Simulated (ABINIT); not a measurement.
**Optical-spectrum calculation of Sn (part 2 of 2)**

Continued. System: Sn (Fd-3m, 2 atoms in the cell). Method: Kohn-Sham DFT of a periodic cell, PBE, PseudoDojo NC SR PBE v0.5 stringent, no spin polarisation (ABINIT 10.8.3); cutoff 1224.51 eV, 8×8×8 k-mesh, cold smearing of 0.2 eV. The structure derives from an entry of the Crystallography Open Database.

Geometry of the input (Å; fractional positions):
```
0.0000  3.2333  3.2333
3.2333  0.0000  3.2333
3.2333  3.2333  0.0000
Sn 0.7500  0.7500  0.7500
Sn 0.5000  0.5000  0.5000
```

Log, continued:
```
--- !ResultsGS
iteration_state: {dtset: 1, }
comment   : Summary of ground state results
lattice_vectors:
- [  0.0000000,   6.1101324,   6.1101324, ]
- [  6.1101324,   0.0000000,   6.1101324, ]
- [  6.1101324,   6.1101324,   0.0000000, ]
lattice_lengths: [   8.64103,    8.64103,    8.64103, ]
lattice_angles: [ 60.000,  60.000,  60.000, ] # degrees, (23, 13, 12)
lattice_volume:   4.5622791E+02
convergence: {deltae: -1.933E-12, res2:  7.359E-14, residm:  5.257E-05, diffor: null, }
etotal    :  -4.43140505E+02
entropy   :   0.00000000E+00
fermie    :   2.40995872E-01
cartesian_stress_tensor: # hartree/bohr^3
- [ -1.03963693E-04,   0.00000000E+00,   0.00000000E+00, ]
- [  0.00000000E+00,  -1.03963693E-04,   0.00000000E+00, ]
- [  0.00000000E+00,   0.00000000E+00,  -1.03963693E-04, ]
pressure_GPa:   3.0587E+00
xred      :
- [  7.5000E-01,   7.5000E-01,   7.5000E-01, Sn]
- [  5.0000E-01,   5.0000E-01,   5.0000E-01, Sn]
cartesian_forces: # hartree/bohr
- [  2.75428283E-29,  -5.50856566E-30,  -1.65256970E-29, ]
- [ -2.75428283E-29,   5.50856566E-30,   1.65256970E-29, ]
force_length_stats: {min:   3.25891139E-29, max:   3.25891139E-29, mean:   3.25891139E-29, }
...

 Integrated electronic density in atomic spheres:
 ------------------------------------------------
 Atom  Sphere_radius  Integrated_density
    1        2.00000         18.52019467
    2        2.00000         18.52821602
================================================================================

 ----iterations are completed or convergence reached----

 Mean square residual over all n,k,spin=   36.371E-09; max=  52.571E-06
 reduced coordinates (array xred) for    2 atoms
       0.750000000000      0.750000000000      0.750000000000
       0.500000000000      0.500000000000      0.500000000000
 rms dE/dt=  1.4542E-28; max dE/dt=  2.0195E-28; dE/dt below (all hartree)
    1       0.000000000000     -0.000000000000     -0.000000000000
    2      -0.000000000000      0.000000000000      0.000000000000

 cartesian coordinates (angstrom) at end:
    1      4.85001420013321     4.85001420013321     4.85001420013321
    2      3.23334280008881     3.23334280008881     3.23334280008881

 cartesian forces (hartree/bohr) at end:
    1      0.00000000000000    -0.00000000000000    -0.00000000000000
    2     -0.00000000000000     0.00000000000000     0.00000000000000
 frms,max,avg= 1.8815334E-29 2.7542828E-29   0.000E+00  0.000E+00  0.000E+00 h/b

 cartesian forces (eV/Angstrom) at end:
    1      0.00000000000000    -0.00000000000000    -0.00000000000000
    2     -0.00000000000000     0.00000000000000     0.00000000000000
 frms,max,avg= 9.6752336E-28 1.4163092E-27   0.000E+00  0.000E+00  0.000E+00 e/A
 length scales=  8.641032055971  8.641032055971  8.641032055971 bohr
              =  4.572637239600  4.572637239600  4.572637239600 angstroms
 Fermi (or HOMO) energy (hartree) =   0.24100   Average Vxc (hartree)=  -0.33817
 Eigenvalues (hartree) for nkpt=  60  k points:
 kpt#   1, nband= 27, wtk=  0.01172, kpt= -0.0625 -0.1250  0.0000 (reduced coord)
  -4.52158   -4.52147   -2.89653   -2.89653   -2.89651   -2.89599   -2.89597   -2.89597
  -0.55928   -0.55913   -0.55887   -0.55628   -0.55588   -0.54630   -0.54525   -0.54482
  -0.54431   -0.54374   -0.14799    0.16637    0.22471    0.22665    0.27864    0.31304
   0.34167    0.34575    0.45085
      occupation numbers for kpt#   1
   2.00000    2.00000    2.00000    2.00000    2.00000    2.00000    2.00000    2.00000
   2.00000    2.00000    2.00000    2.00000    2.00000    2.00000    2.00000    2.00000
   2.00000    2.00000    2.00000    2.00000    2.01784    2.04191    0.00000    0.00000
   0.00000    0.00000    0.00000
 prteigrs : prtvol=0 or 1, do not print more k-points.

--- !EnergyTerms
iteration_state     : {dtset: 1, }
comment             : Components of total free energy in Hartree
kinetic             :  1.54050331380195E+02
hartree             :  1.67543803068768E+02
xc                  : -5.40418845443874E+01
Ewald energy        : -2.13351372631959E+02
psp_core            :  5.26788634590111E+00
local_psp           : -4.90603177990651E+02
non_local_psp       : -1.20060988480854E+01
internal            : -4.43140513220218E+02
'-kT*entropy'       :  8.63984215089486E-06
total_energy        : -4.43140504580376E+02
total_energy_eV     : -1.20584674313755E+04
band_energy         : -6.33412814880638E+01
...

 Cartesian components of stress tensor (hartree/bohr^3)
  sigma(1 1)= -1.03963693E-04  sigma(3 2)=  0.00000000E+00
  sigma(2 2)= -1.03963693E-04  sigma(3 1)=  0.00000000E+00
  sigma(3 3)= -1.03963693E-04  sigma(2 1)=  0.00000000E+00

-Cartesian components of stress tensor (GPa)         [Pressure=  3.0587E+00 GPa]
- sigma(1 1)= -3.05871745E+00  sigma(3 2)=  0.00000000E+00
- sigma(2 2)= -3.05871745E+00  sigma(3 1)=  0.00000000E+00
- sigma(3 3)= -3.05871745E+00  sigma(2 1)=  0.00000000E+00

================================================================================
== DATASET  2 ==================================================================

--- !DatasetInfo
iteration_state: {dtset: 2, }
dimensions: {natom: 2, nkpt: 60, mband: 34, nsppol: 1, nspinor: 1, nspden: 1, mpw: 6611, }
cutoff_energies: {ecut:  45.0, pawecutdg:  -1.0, }
electrons: {nelect:   4.40000000E+01, charge:   0.00000000E+00, occopt:   4.00000000E+00, tsmear:   7.34986000E-03, }
meta: {optdriver: 0, ionmov: 0, optcell: 0, iscf: -3, paral_kgb: 0, }
...

 mkfilename : getden/=0, take file _DEN from output of DATASET   1.

 Exchange-correlation functional for the present dataset will be:
  GGA: Perdew-Burke-Ernzerhof functional - ixc=11
  J.P.Perdew, K.Burke, M.Ernzerhof, PRL 77, 3865 (1996)

 Real(R)+Recip(G) space primitive vectors, cartesian coordinates (Bohr,Bohr^-1):
 R(1)=  0.0000000  6.1101324  6.1101324  G(1)= -0.0818313  0.0818313  0.0818313
 R(2)=  6.1101324  0.0000000  6.1101324  G(2)=  0.0818313 -0.0818313  0.0818313
 R(3)=  6.1101324  6.1101324  0.0000000  G(3)=  0.0818313  0.0818313 -0.0818313
 Unit cell volume ucvol=  4.5622791E+02 bohr^3
 Angles (23,13,12)=  6.00000000E+01  6.00000000E+01  6.00000000E+01 degrees

 getcut: wavevector=  0.0000  0.0000  0.0000  ngfft=  54  54  54
         ecut(hartree)=     45.000   => boxcut(ratio)=   2.07017
--------------------------------------------------------------------------------

================================================================================

--- !BeginCycle
iteration_state: {dtset: 2, }
solver: {iscf: -3, nstep: 120, nline: 4, wfoptalg: 0, }
tolerances: {tolwfr: 1.00E-12, }
...

     iter   Etot(hartree)      deltaE(h)  residm     vres2
 Non-SCF case, kpt    1 ( -0.06250 -0.12500  0.00000), residuals and eigenvalues=
  4.13E-13  4.43E-13  1.67E-13  1.90E-13  9.68E-13  2.51E-13  2.91E-13  1.80E-13
  2.76E-13  3.67E-13  2.94E-13  2.32E-13  7.32E-13  1.80E-13  2.57E-13  3.46E-13
  7.02E-13  2.86E-13  2.36E-13  3.19E-13  9.32E-13  1.90E-13  8.73E-14  2.28E-13
  3.63E-13  6.24E-13  4.53E-13  2.38E-13  1.28E-13  7.60E-13  2.98E-13  1.62E-13
  6.90E-13  3.60E-05
 -4.5216E+00 -4.5215E+00 -2.8965E+00 -2.8965E+00 -2.8965E+00 -2.8960E+00
 -2.8960E+00 -2.8960E+00 -5.5928E-01 -5.5913E-01 -5.5887E-01 -5.5628E-01
 -5.5588E-01 -5.4630E-01 -5.4525E-01 -5.4482E-01 -5.4431E-01 -5.4374E-01
 -1.4799E-01  1.6637E-01  2.2471E-01  2.2665E-01  2.7864E-01  3.1304E-01
  3.4167E-01  3.4575E-01  4.5085E-01  4.8222E-01  5.2171E-01  5.4499E-01
  5.7372E-01  5.9833E-01  6.8003E-01  8.5673E-01
 prteigrs : prtvol=0 or 1, do not print more k-points.

--- !ResultsGS
iteration_state: {dtset: 2, }
comment   : Summary of ground state results
lattice_vectors:
- [  0.0000000,   6.1101324,   6.1101324, ]
- [  6.1101324,   0.0000000,   6.1101324, ]
- [  6.1101324,   6.1101324,   0.0000000, ]
lattice_lengths: [   8.64103,    8.64103,    8.64103, ]
lattice_angles: [ 60.000,  60.000,  60.000, ] # degrees, (23, 13, 12)
lattice_volume:   4.5622791E+02
convergence: {deltae:  0.000E+00, res2:  0.000E+00, residm:  9.981E-13, diffor:  0.000E+00, }
etotal    :  -4.43140505E+02
entropy   :   0.00000000E+00
fermie    :   2.40995872E-01
cartesian_stress_tensor: null
pressure_GPa: null
xred      :
- [  7.5000E-01,   7.5000E-01,   7.5000E-01, Sn]
- [  5.0000E-01,   5.0000E-01,   5.0000E-01, Sn]
cartesian_forces: null
force_length_stats: {min: null, max: null, mean: null, }
...

 Integrated electronic density in atomic spheres:
 ------------------------------------------------
 Atom  Sphere_radius  Integrated_density
    1        2.00000         18.52019465
    2        2.00000         18.52821600
================================================================================

 ----iterations are completed or convergence reached----

 Mean square residual over all n,k,spin=   42.170E-14; max=  99.815E-14
 reduced coordinates (array xred) for    2 atoms
       0.750000000000      0.750000000000      0.750000000000
       0.500000000000      0.500000000000      0.500000000000

 cartesian coordinates (angstrom) at end:
    1      4.85001420013321     4.85001420013321     4.85001420013321
    2      3.23334280008881     3.23334280008881     3.23334280008881
 length scales=  8.641032055971  8.641032055971  8.641032055971 bohr
              =  4.572637239600  4.572637239600  4.572637239600 angstroms
 Eigenvalues (hartree) for nkpt=  60  k points:
 kpt#   1, nband= 34, wtk=  0.01172, kpt= -0.0625 -0.1250  0.0000 (reduced coord)
  -4.52158   -4.52147   -2.89653   -2.89653   -2.89651   -2.89599   -2.89597   -2.89597
  -0.55928   -0.55913   -0.55887   -0.55628   -0.55588   -0.54630   -0.54525   -0.54482
  -0.54431   -0.54374   -0.14799    0.16637    0.22471    0.22665    0.27864    0.31304
   0.34167    0.34575    0.45085    0.48222    0.52171    0.54499    0.57372    0.59833
   0.68003    0.85673
      occupation numbers for kpt#   1
   2.00000    2.00000    2.00000    2.00000    2.00000    2.00000    2.00000    2.00000
   2.00000    2.00000    2.00000    2.00000    2.00000    2.00000    2.00000    2.00000
   2.00000    2.00000    2.00000    2.00000    2.01784    2.04191    0.00000    0.00000
   0.00000    0.00000    0.00000    0.00000    0.00000    0.00000    0.00000    0.00000
   0.00000    0.00000
 prteigrs : prtvol=0 or 1, do not print more k-points.

--- !EnergyTerms
iteration_state     : {dtset: 2, }
comment             : Components of total free energy in Hartree
kinetic             :  1.54050330467059E+02
hartree             :  1.67543803068768E+02
xc                  : -5.40418845443874E+01
Ewald energy        : -2.13351372631959E+02
psp_core            :  5.26788634590111E+00
local_psp           : -4.90603177990651E+02
non_local_psp       : -1.20060985928908E+01
internal            : -4.43140513878160E+02
'-kT*entropy'       :  8.63984230011405E-06
total_energy        : -4.43140505238318E+02
...

--- !EnergyTermsDC
iteration_state     : {dtset: 2, }
comment             : '"Double-counting" decomposition of free energy'
band_energy         : -6.33412815436957E+01
Ewald energy        : -2.13351372631959E+02
psp_core            :  5.26788634590111E+00
xc_dc               : -1.71715745390456E+02
internal            : -4.43140513220210E+02
'-kT*entropy'       :  8.63984230011405E-06
total_energy_dc     : -4.43140504580367E+02
...

================================================================================
== DATASET  3 ==================================================================

--- !DatasetInfo
iteration_state: {dtset: 3, }
dimensions: {natom: 2, nkpt: 60, mband: 30, nsppol: 1, nspinor: 1, nspden: 1, mpw: 6611, }
cutoff_energies: {ecut:  45.0, pawecutdg:  -1.0, }
electrons: {nelect:   4.40000000E+01, charge:   0.00000000E+00, occopt:   4.00000000E+00, tsmear:   7.34986000E-03, }
meta: {optdriver: 8, wfk_task: 7, }
...

 mkfilename : getwfk/=0, take file _WFK from output of DATASET   2.

 Exchange-correlation functional for the present dataset will be:
  GGA: Perdew-Burke-Ernzerhof functional - ixc=11
  J.P.Perdew, K.Burke, M.Ernzerhof, PRL 77, 3865 (1996)

--------------------------------------------------------------------------------

 Computation of velocity matrix elements (DDK)

 Parameters extracted from the Abinit header:
    ecut:     45.0
    nkpt:    2048
    mband:   34
    nsppol:  1
    nspinor: 1
    useylm:  0
    inclvkb: 2
    bmin: 1, bmax: 34
    Computing diagonal and off-diagonal matrix elements
    Between band index bmin: 1, bmax: 34

== END DATASET(S) ==============================================================
================================================================================

 -outvars: echo values of variables after computation  --------
            acell      8.6410320560E+00  8.6410320560E+00  8.6410320560E+00 Bohr
           etotal1    -4.4314050458E+02
           etotal2    -4.4314050458E+02
           etotal3     0.0000000000E+00
            fcart1     2.7542828279E-29 -5.5085656559E-30 -1.6525696968E-29
                      -2.7542828279E-29  5.5085656559E-30  1.6525696968E-29
            fcart3     0.0000000000E+00  0.0000000000E+00  0.0000000000E+00
                       0.0000000000E+00  0.0000000000E+00  0.0000000000E+00
            rprim      0.0000000000E+00  7.0710678120E-01  7.0710678120E-01
                       7.0710678120E-01  0.0000000000E+00  7.0710678120E-01
                       7.0710678120E-01  7.0710678120E-01  0.0000000000E+00
           strten1    -1.0396369292E-04 -1.0396369292E-04 -1.0396369292E-04
                       0.0000000000E+00  0.0000000000E+00  0.0000000000E+00
           strten3     0.0000000000E+00  0.0000000000E+00  0.0000000000E+00
                       0.0000000000E+00  0.0000000000E+00  0.0000000000E+00
           xangst      4.8500142001E+00  4.8500142001E+00  4.8500142001E+00
                       3.2333428001E+00  3.2333428001E+00  3.2333428001E+00
             xred      7.5000000000E-01  7.5000000000E-01  7.5000000000E-01
                       5.0000000000E-01  5.0000000000E-01  5.0000000000E-01
 Calculation completed.
```

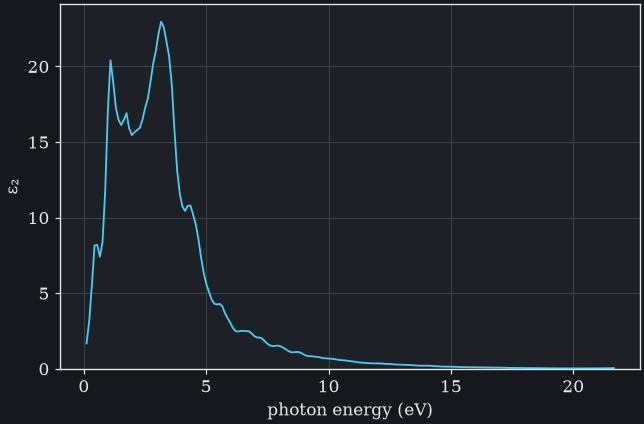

*Imaginary part of the dielectric function (first component that the program prints).*

The highest peak, 23.0, lies at 3.16 eV.

Key numbers:

```tsv
quantity	value
outcome	converged
space group (tolerance 0.01 Å)	Fd-3m (227)
electrons treated	44
free energy	−12058.4674 eV
Fermi energy of the self-consistent step	6.558 eV
gap on the k-point mesh	none (metallic)
pressure	3.06 GPa
largest force (length of the vector)	under 0.001 eV/Å
wall time	4.4 min (CPU time 17 min)
peak memory	9.1 GiB
```

Remarks:

Further notes kept with the run: Slow version without MPI-IO support. Processors send data to master; FFT mesh is not compatible with symmetries. Wavefunction symmetrization might be affected by large errors!. Points of doubt noted for this run: no intraband term.
